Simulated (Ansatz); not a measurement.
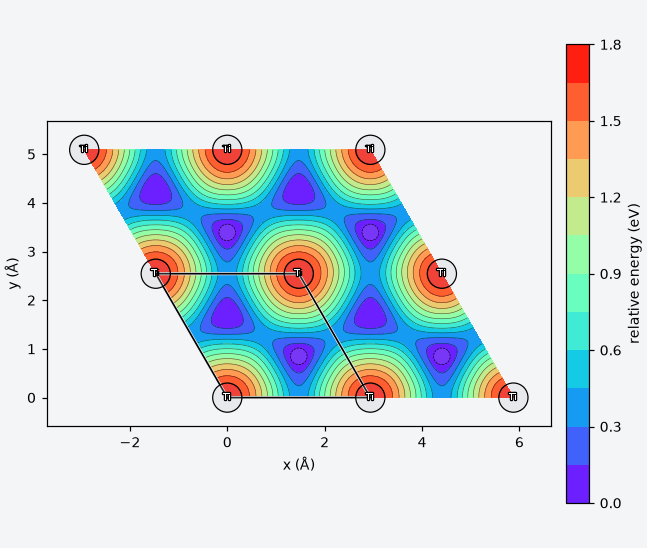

Energy landscape of H on a Ti(001) slab cut from the P6_3/mmc phase, its upper half relaxed before the scan (5 atoms of substrate and one adsorbate in a 1 × 1 cell). 
- H is moved over the surface cell; relaxed at each place: the height of the adsorbate's atoms; substrate rigid; the origin of the map has the adsorbate above Ti5.
- Places are given modulo a cell vector. The map is drawn in real space over the plane of the surface.
- Grid: 6 × 6 points; 10 points were computed and 26 follow by symmetry.
- All energies are given in eV relative to the lowest grid point.
- With one adsorbate in each 1 × 1 cell, its nearest image is 2.9 Å away, so neighbouring adsorbates interact.
- Level of theory: Ansatz 0.2.0, DFT PBE, scalar-relativistic, plane waves, PAW. Settings: cutoff 420 eV, k-mesh 9×9×1, gaussian smearing 0.1 eV, no spin polarisation.

In the figure: filled contours, labelled circles for the atoms of the top layer and small ones for the second layer, the outline of one cell of the 2 × 2 shown. Between grid points the surface is interpolated. 

Summarise what can be read from the map.

The lowest grid point is at a threefold hollow, (2/6, 4/6) of the cell vectors. There is a further well near a threefold hollow over a second-layer Ti atom, (4/6, 2/6) of the cell vectors (0.0015 eV above the lowest at that grid point). The highest grid point, the top site over a surface Ti atom, (0/6, 0/6) of the cell vectors, lies 1.78 eV above the lowest. On the interpolated surface the easiest way out of the lowest well to a well of about the same depth near a threefold hollow over a second-layer Ti atom, (4/6, 2/6) of the cell vectors passes a barrier of about 0.35 eV. At the lowest point the adsorbate has 3 Ti at 1.98 Å as nearest neighbours, at the highest 1 Ti at 1.77 Å. Its relaxed height above the top atom is 1.02 Å at the lowest and 1.77 Å at the highest point.

The values on the grid:

```tsv
second ↓, first →	0/6	1/6	2/6	3/6	4/6	5/6
5/6	1.46	0.98	0.34	0.34	0.98	1.46
4/6	0.84	0.34	0.00	0.34	0.84	1.01
3/6	0.35	0.34	0.34	0.35	0.36	0.36
2/6	0.84	0.98	0.84	0.36	0.00	0.36
1/6	1.46	1.46	1.01	0.36	0.36	1.01
0/6	1.78	1.46	0.84	0.35	0.84	1.46
```

The input of one point:

```yaml
crystal:
  lattice:
    - [2.9381632086, 0.0, 0.0]
    - [-1.4690816043, 2.5445239791, 0.0]
    - [0.0, 0.0, 24.711706814]
  atoms:
    - { symbol: Ti, position: [0.6666666667, 0.3333333333, 0.1618666015] }
    - { symbol: Ti, position: [0.3333333333, 0.6666666667, 0.2559609806] }
    - { symbol: Ti, position: [0.6666666667, 0.3333333333, 0.3506708119] }
    - { symbol: Ti, position: [0.3333333333, 0.6666666667, 0.4475655916] }
    - { symbol: Ti, position: [0.6666666667, 0.3333333333, 0.5346335206] }
    - { symbol: H, position: [1.0, 1.0, 0.5623553096] }
basis:
  ecutwfc: 420
kpoints:
  mp_grid: { grid: [9, 9, 1] }
hamiltonian:
  xc: pbe
  pseudopotentials: { kind: paw, azcp: { folder: soft_1 } }
scf:
  occupations: { method: gaussian, width: 0.1 }
output:
  forces: true
  eigenvalues: true
relax:
  adjacent_minimum: "off"
  f_tol: 0.025
  max_steps: 16
  constraints: [{ sites: [0, 1, 2, 3, 4] }, { sites: [5], fix: xy }]
efield:
  axis: 3
  dipole_correction: true
  ramp_width: 0.04
```

Time for the 10 points that were run: 9.8 min on 1 thread of Arm Neoverse V2, with other jobs on the host.
